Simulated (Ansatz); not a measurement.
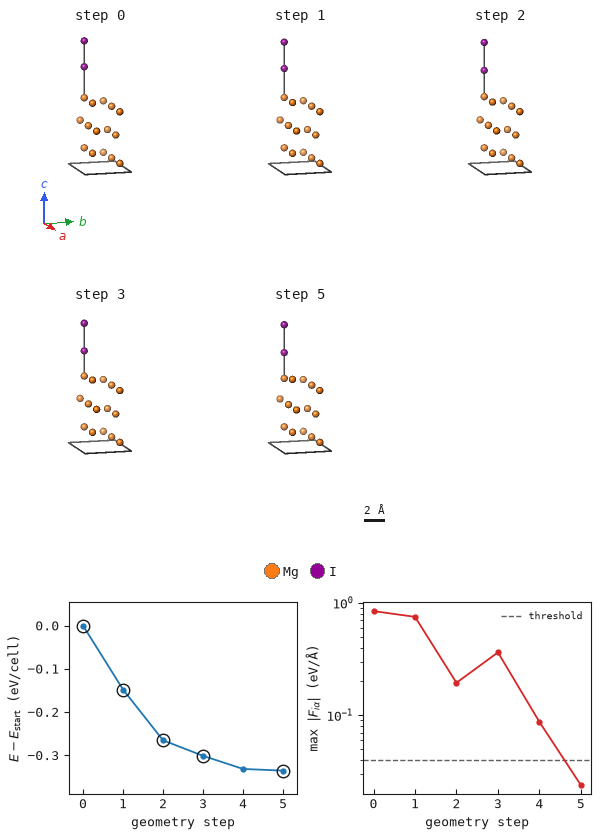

Frames of a constrained relaxation of a slab of composition Mg6I (cut from the P6_3/mmc phase), marked on the history of the run. The picture is a ball-and-stick view of the cell of the calculation, outlined in the plane, without the vacuum, seen slightly off an axis.

Case: 1 I2 a cell, upright, over a top Mg site. The slab is the (1 0 0) face of Mg with I2 on it. 6 atoms are held fixed.

All numbers below come from DFT PBE+D3(BJ), scalar-relativistic, plane waves, PAW in Ansatz 0.2.0. (plane-wave cutoff 420 eV; k-point mesh 3 × 4 × 1; occupations gaussian; smearing width 0.1 eV; no spin polarisation; dipole correction; atoms relaxed in a fixed cell; force threshold 0.04 eV/Å; at most 100 steps)

Q: Describe the path.

A: Over 5 geometry steps the energy falls by 0.335 eV per cell of the calculation. Largest force component: 0.84 eV/Å at the start, 0.024 eV/Å at the end. The largest move is that of an I atom, 0.74 Å along the normal (−c). Largest moves by element: I 0.74 Å, Mg 0.30 Å. The lattice vectors keep their values. Some distances before and after: I–Mg 3.300 → 2.741 Å, I–I 2.764 → 2.976 Å. From step 0 to 1: an I atom moves most (0.19 Å), energy −0.148 eV per cell of the calculation. From step 1 to 2: an I atom moves most (0.19 Å), energy −0.117 eV per cell of the calculation. From step 2 to 3: an I atom moves most (0.19 Å), energy −35.9 meV per cell of the calculation. From step 3 to 5: a Mg atom moves most (0.25 Å), energy −34.2 meV per cell of the calculation.

```
step  E − E(0), meV/atom  largest force component, eV/Å
   0                0.00                         0.8425
   1              -10.56                         0.7493
   2              -18.95                         0.1943
   3              -21.52                         0.3620
   4              -23.68                         0.0872
   5              -23.96                         0.0239
```

Limits of the set-up: the periodic images lie only 5.1 Å apart, so the values are limited by the cell's size.
